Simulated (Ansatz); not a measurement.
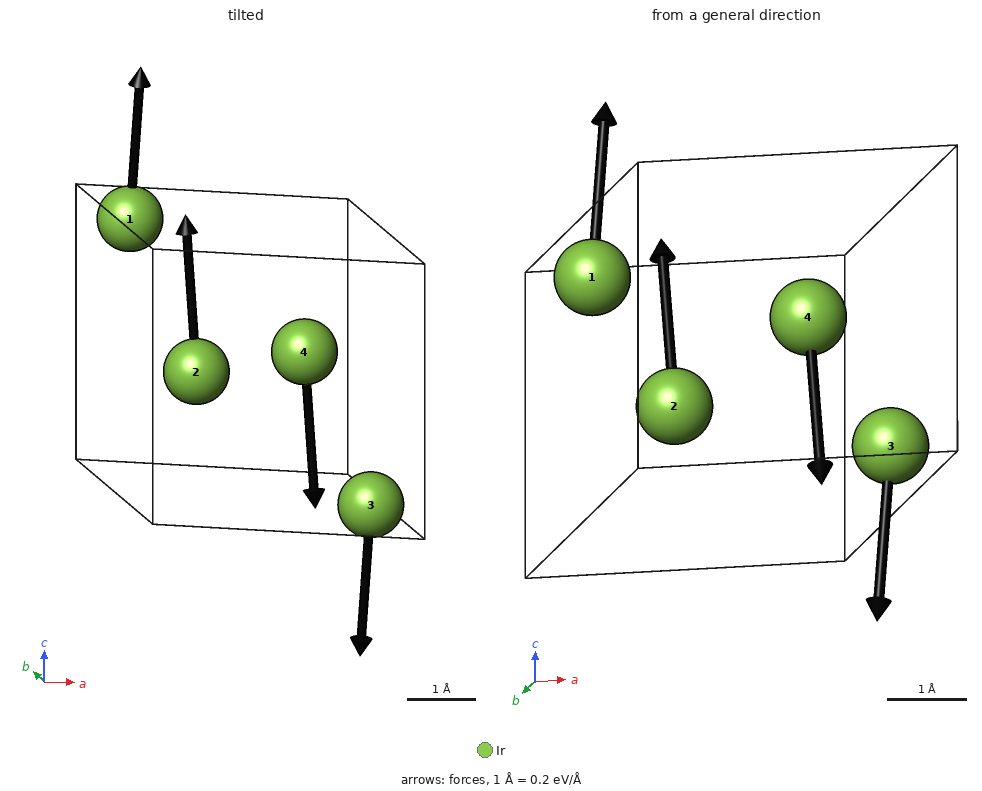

The crystal in a spheres-only representation, seen slightly off an axis and from a general direction. Lines trace the edges of the simulation cell. The arrows are the computed forces on the atoms.

System: Ir. Results below were computed with Ansatz 0.2.0, DFT, PAW plane waves, LDA, spin-orbit; the settings were 420 eV cutoff, a 6×6×5 sampling of the Brillouin zone, Fermi-Dirac smearing of 0.1 eV, spinor wavefunctions.

Do the forces show a relaxed structure?

Answer. No. The atoms still feel forces of up to about 0.38 eV/Å, far above a usual threshold of 0.01 to 0.03 eV/Å.

Which atom has the biggest force on it?

Answer. All Ir atoms, about 0.38 eV/Å.

What is drawn is a generated cell, made by putting these elements into a known structure type (the compound may or may not exist in this form); it hasn't been relaxed. It was the input of a calculation with Ansatz.
